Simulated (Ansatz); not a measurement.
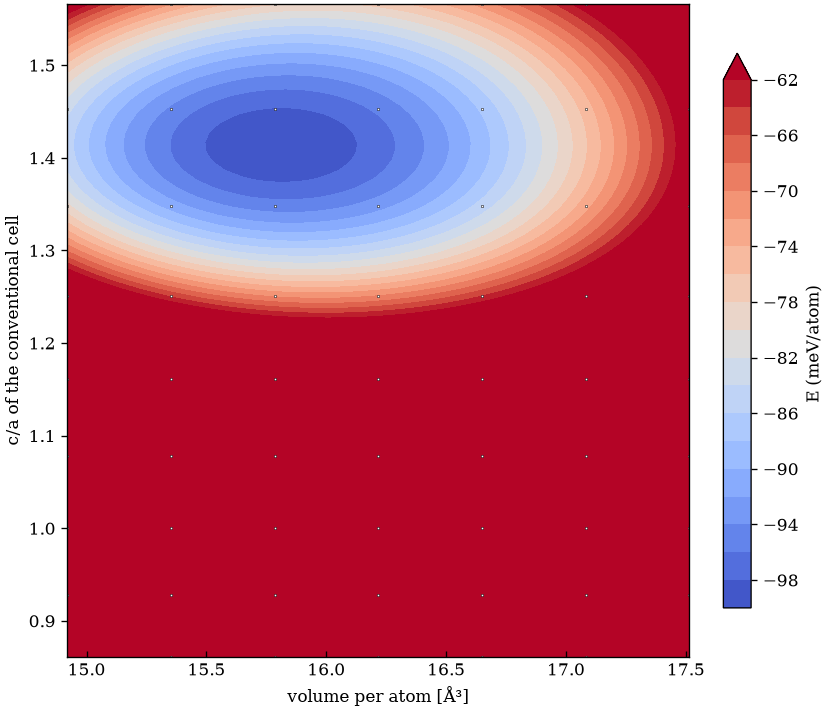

Al (Im-3m, No. 229; 1 atom in the cell). 
- The energy is mapped over volume and the cell's shape.
- Coordinates scanned: (1) volume per atom; (2) c/a of the conventional cell.
- Nothing is relaxed (symmetry fixes all fractional coordinates).
- Grid: 7 × 9 points.
- Points are written as (first, second).
- Energies are in meV/atom, from the relaxed crystal.
- All numbers below come from DFT LDA, scalar-relativistic, plane waves, PAW in Ansatz. Settings: cutoff 420 eV, k-mesh 22×22×22, gaussian smearing 0.15 eV, no spin polarisation.

In the figure: filled contours, dots at the grid points, one colour for all values above the top of the scale. Between grid points the surface is interpolated.

### Estimate the position of the minimum and the force constants in these coordinates.

The interpolated minimum is at volume per atom ≈ 15.81 Å³, c/a of the conventional cell ≈ 1.414. The curvatures there are about 0.033 eV/(Å³)² and 2.1 eV, with a cross term of about 0 eV/Å³ (per cell of 1 atoms). Round the minimum the two coordinates are nearly uncoupled.
